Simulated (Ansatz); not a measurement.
# Energy of AlNi along a shift of atoms along one path

System: AlNi (Pm, 2 atoms in the cell).
Method: DFT PBE, scalar-relativistic, plane waves, PAW, PAW set soft_1, no spin polarisation (Ansatz 0.2.0).

The 5 runs differ only in the geometry, by a shift of atoms along one path in a fixed cell. The shift s is measured from run 3: Al1 moves along the Cartesian direction (0.00, −1.00, 0.00), and Ni2 with it in fixed proportion. The structure derives from an entry of the Crystallography Open Database.

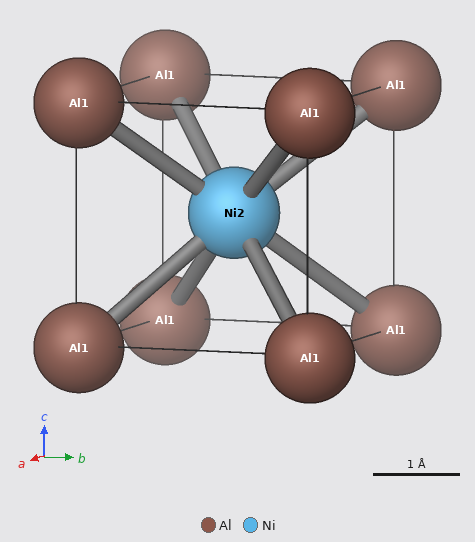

Figure 1. The structure of run 3 (ball-and-stick view of the cell of the calculation, set on other vectors, seen slightly off an axis; atoms are numbered from 1 in the order of the input).

### Input of run 3
```yaml
crystal:
  lattice:
    - [2.8927237805, 0.0, 0.0]
    - [0.0, 2.8927237805, 0.0]
    - [0.0, 0.0, 2.8927237805]
  atoms:
    - { symbol: Al, position: [-0.0276555959, -0.013827798, 0.0] }
    - { symbol: Ni, position: [0.5127133634, 0.5063566817, 0.5] }
basis:
  ecutwfc: 520.0
kpoints:
  mp_grid: { grid: [16, 16, 16] }
hamiltonian:
  xc: pbe
  pseudopotentials: { kind: paw, azcp: { folder: soft_1 } }
scf:
  occupations: { method: gaussian, width: 0.15 }
output:
  forces: true
  stress: true
  eigenvalues: true
```

Command:
```bash
ansatz run input.yaml --threads 2 --pin off --max-ram 4096MiB --backend cpu --events-out ev --progress --plain --runs-dir out
```

Lattice vectors (Å) and fractional positions of run 3:
```
   2.892724    0.000000    0.000000
   0.000000    2.892724    0.000000
   0.000000    0.000000    2.892724
Al -0.027656 -0.013828  0.000000
Ni  0.512713  0.506357  0.500000
```

Run 2 differs from it as follows:
```diff
-    - { symbol: Al, position: [-0.0276555959, -0.013827798, 0.0] }
-    - { symbol: Ni, position: [0.5127133634, 0.5063566817, 0.5] }
+    - { symbol: Al, position: [-0.0276555959, -0.006913899, 0.0] }
+    - { symbol: Ni, position: [0.5127133634, 0.5031783409, 0.5] }
```

### Results, with one run withheld

| run | shift s of Al1 (Å) | free energy per atom, from the lowest run given (meV) | pressure (GPa) | force along the path (eV/Å) |
| --- | --- | --- | --- | --- |
| 1 | −0.0400 | 0.00 | 0.86 | 0.000 |
| 2 | −0.0200 | ? | ? | ? |
| 3 | 0.0000 | 5.05 | 1.08 | −0.505 |
| 4 | 0.0200 | 11.35 | 1.35 | −0.757 |
| 5 | 0.0400 | 20.19 | 1.74 | −1.010 |

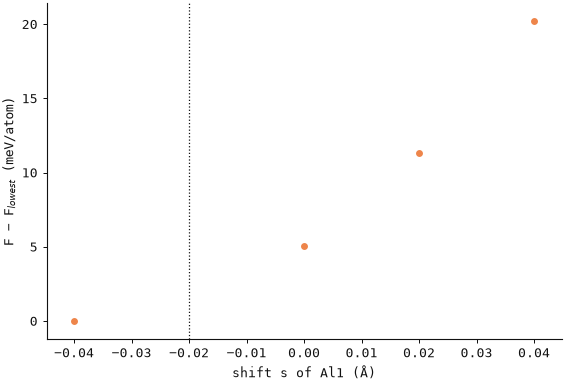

Figure 2. Free energy per atom of the runs given; the dotted line marks run 2.

Fit the runs given and predict run 2.

A quadratic polynomial in the coordinate, fitted to the 4 runs given, misses them by at most 0.01 meV per atom. With x = s − 0.0050, it reads F = 6.3868 + 283.89 x + 3155.1 x² (meV per atom). At run 2 it gives 1.26 meV per atom, and the run itself gives 1.26. The slope of the fit gives a force −dF/ds of −0.252 eV/Å along the path (summed over the atoms that move), and the printed forces give −0.252 eV/Å. The fit has no minimum inside this range.

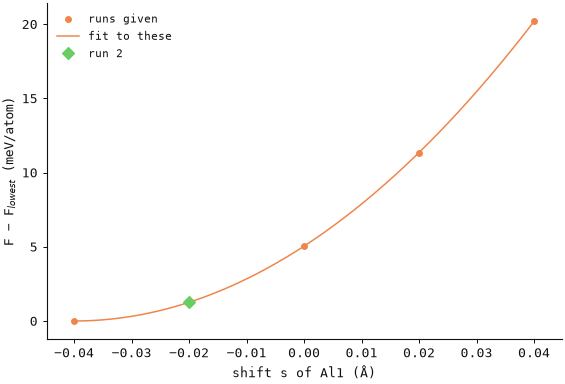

Figure 3. The fit and the withheld run.

### Output, shortened to warnings, some set-up lines, iterations and results (run 2)
```
Basis set: ecut = 520 eV, 619 PW (Γ), exchange–correlation on 48×48×48 points (8 copies of the dense FFT grid, shifted against one another)
Symmetry: 2 space group operations
k-points: 1170 of 4096 (time reversal used)
Initial density: superposition of atomic densities (chi_scale 0.1, normalization cell, long waves kept (reshape's long-wave potential 0.00 eV rms))
[...]
SCF iter   1: F=—  HF=-6378.939978 eV  |F-HF|=—  |Δ(HF+E_count)|=         —  Δρ=9.94e-2  dr2=2.16e0  ethr=3.10e-3  ⟨swp⟩=4.1  Hψ=77987  notcnv=0
SCF iter   2: F=—  HF=-6378.736609 eV  |F-HF|=—  |Δ(HF+E_count)|=   2.03e-1  Δρ=6.45e-2  dr2=1.06e0  ethr=3.10e-3  ⟨swp⟩=2.0  Hψ=31677  notcnv=0  defer=331
SCF iter   3: F=—  HF=-6378.528672 eV  |F-HF|=—  |Δ(HF+E_count)|=   2.08e-1  Δρ=2.83e-2  dr2=1.54e-1  ethr=3.10e-3  ⟨swp⟩=2.0  Hψ=22379  notcnv=0  defer=331
SCF iter   4: F=—  HF=-6378.504544 eV  |F-HF|=—  |Δ(HF+E_count)|=   2.41e-2  Δρ=4.72e-3  dr2=3.13e-3  ethr=7.34e-4  ⟨swp⟩=2.1  Hψ=31428  notcnv=0  defer=301
SCF iter   5: F=—  HF=-6378.504895 eV  |F-HF|=—  |Δ(HF+E_count)|=   3.51e-4  Δρ=9.38e-4  dr2=1.60e-4  ethr=1.49e-5  ⟨swp⟩=2.5  Hψ=27390  notcnv=0  defer=301
SCF iter   6: F=—  HF=-6378.504857 eV  |F-HF|=—  |Δ(HF+E_count)|=   3.78e-5  Δρ=3.93e-4  dr2=2.86e-5  ethr=7.60e-7  ⟨swp⟩=2.2  Hψ=25152  notcnv=0  defer=301
SCF iter   7: F=—  HF=-6378.504795 eV  |F-HF|=—  |Δ(HF+E_count)|=   6.26e-5  Δρ=5.45e-5  dr2=5.96e-7  ethr=1.36e-7  ⟨swp⟩=2.0  Hψ=24459  notcnv=0  defer=301
SCF iter   8: F=-6378.504795 eV  HF=-6378.504795 eV  |F-HF|=8.13e-10  |Δ(HF+E_count)|=   9.80e-8  Δρ=2.40e-6  dr2=1.15e-9  ethr=4.76e-10  ⟨swp⟩=6.1  Hψ=81583  notcnv=0
SCF 1 converged in 8 iterations: F = -6378.504795 eV  dr2 = 1.15e-9
SCF converged after 8 iterations
Free energy (F): -6378.504795 eV
Harris-Foulkes:  -6378.504795 eV  (|F-HF|=8.13e-10)
Internal energy: -6378.495912 eV  (E = F + TS)
E sigma→0 (E₀):  -6378.500354 eV
Entropy (-TS):   -0.008882 eV (-4.441 meV/atom)
Fermi energy:    13.663300 eV
--- Per-component energies (eV) ---
  E_band       = -342.363941
  E_kinetic    = 367.488879
  E_local      = -3764.728776  (includes V_loc(G=0)·N_el)
  E_nonlocal   = -107.478922
  E_hartree    = 1973.343857
  E_xc         = -152.219391
  E_vxc        = -177.015041  (∫ρ·V_xc dr)
  E_paw        = -2128.705486  (= ΣΔE_a)
  E_vpaw       = -607.320123  (= ΣTr[D̂ρ^β])
  E_aug_tail   = 0.000419  (compensation charges beyond the density's cutoff)
  E_ewald      = -2566.196493
  E_smearing   = -0.008882  (= −TS)
  E_closure    = -0.000000  (closes the sum)
  Σ components = -6378.504795   (vs F -6378.504795, Δ=0.00e0)
--- Forces (eV/Å), atoms counted from 1 ---
  atom   1  Al     0.66318230     0.17281062     0.00000000
  atom   2  Ni    -0.66317912    -0.17280985     0.00000000
  max |Σ_I F_I| component: 3.18e-6 eV/Å
--- Stress (GPa, compression-positive) ---
        0.501953       0.470143       0.000000
        0.470143       1.095643       0.000000
        0.000000       0.000000       1.138773
  P = ⅓ Tr σ = 0.9121 GPa (9.121 kbar)
```

Notes: The run has no spin polarisation, so a magnetic state may lie lower.
